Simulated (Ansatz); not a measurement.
System: Ta, space group Fd-3m (No. 227).

Starting cell:
```yaml
crystal:
  lattice:
    - [0.00000, 3.05330, 3.05330]
    - [3.05330, 0.00000, 3.05330]
    - [3.05330, 3.05330, 0.00000]
  atoms:
    - { symbol: Ta, position: [0.00000, 0.00000, 0.00000] }
    - { symbol: Ta, position: [0.25000, 0.25000, 0.25000] }
```

One of the inputs:
```
crystal:
  lattice:
    - [0.0, 3.0532997162, 3.0532997162]
    - [3.0532997162, 0.0, 3.0532997162]
    - [3.0532997162, 3.0532997162, 0.0]
  atoms:
    - { symbol: Ta, position: [0.0, 0.0, 0.0] }
    - { symbol: Ta, position: [0.25, 0.25, 0.25] }
kpoints:
  mp_grid: { grid: [9, 9, 9] }
  band_path:
    path:
      - [0.0, 0.0, 0.0]
      - [0.5, 0.0, 0.5]
      - [0.625, 0.25, 0.625]
      - [0.375, 0.375, 0.75]
      - [0.0, 0.0, 0.0]
      - [0.5, 0.5, 0.5]
      - [0.5, 0.25, 0.75]
      - [0.5, 0.0, 0.5]
    npoints: 14
scf:
  occupations: { method: fermi_dirac, width: 0.03 }
hamiltonian:
  xc: pbe
  pseudopotentials: { kind: paw }
output:
  forces: true
  stress: true
  eigenvalues: true
  efg: { contact_densities: true }
  populations: true
  bader: true
  dos: { projected: true, de: 0.2, e_range: [-14, 8] }
  write_density: true
  write_potential: true
  elf: true
  volumetric_format: npy
```

Launched with:
```bash
ansatz run input.yaml --threads 1 --pin off --max-ram 2048MiB --backend cpu --events-out ev --progress --plain --runs-dir out
```

How it was computed, with Ansatz 0.2.0: periodic Kohn-Sham DFT of a crystal at fixed atoms, scaled to the stated factor times the given cell; pressure positive in compression. Level: PBE.

- method: frozen-core PAW
- relativity: scalar
- k mesh: 9×9×9
- occupations: Fermi–Dirac
- smearing width: 0.03 eV
- wave cutoff: 420 eV
- PAW set: soft_2

V(given) is 28.46 Å³/atom.

Predict the pressure against V/V(given). The V/V(given) takes the values 0.950, 0.975, 1.000, 1.025, 1.050.

The pressure falls from 3.874 GPa at V/V(given) 0.950 to −3.241 GPa at 1.050, and changes sign near 1.000. The volume at zero pressure from a fit of the pressures is 28.5 Å³/atom. The bulk modulus from that fit is 71 GPa.

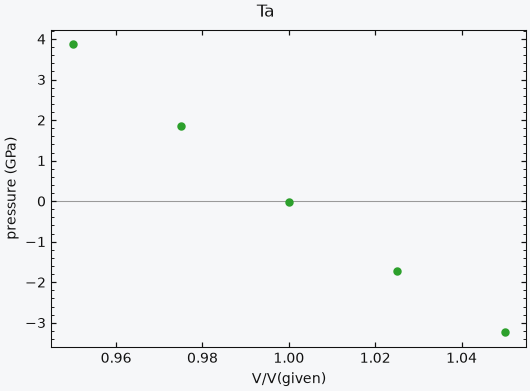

Limits of the calculation: no spin-orbit coupling on heavy atoms.
